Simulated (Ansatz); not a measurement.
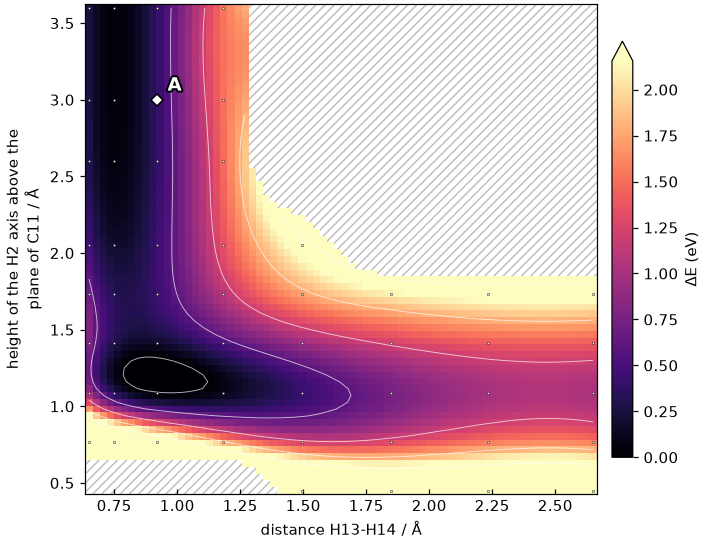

H₂ on a C(100) slab cut from the P6/mmm phase, its upper half relaxed before the scan (12 atoms of substrate and one adsorbate in a 2 × 1 cell). H2 lies flat over one site of a rigid substrate while its bond length and height are varied; it sits over a top site over C11, heights counted from the top plane, its axis along the first surface vector. Coordinates scanned: (1) distance H13-H14; (2) height of the H2 axis above the plane of C11. Grid: 8 × 9 points. At 19 points there is no value (left out: too close to the surface, or the stretched molecule far from it). Points are written as (first, second). Energies: eV, counted from the lowest grid point. Computed with Ansatz, DFT PBE, scalar-relativistic, plane waves, PAW. Settings: cutoff 420 eV, k-mesh 6×3×1, gaussian smearing 0.1 eV, no spin polarisation.

The picture shows a smooth colour map with a few white contour lines, dots at the grid points, one colour for all values above the top of the scale, hatched blanks where no value was computed, the point A. Between grid points the surface is interpolated.

Q: Which way does the force act at A, and how strong is it?

A: A, at (0.919 Å, 3.00 Å), is not a stationary point. The computed force is 3.5 eV for each Å towards smaller values of distance H13-H14 and nearly zero along the second coordinate.

PAW datasets: the set soft_1.
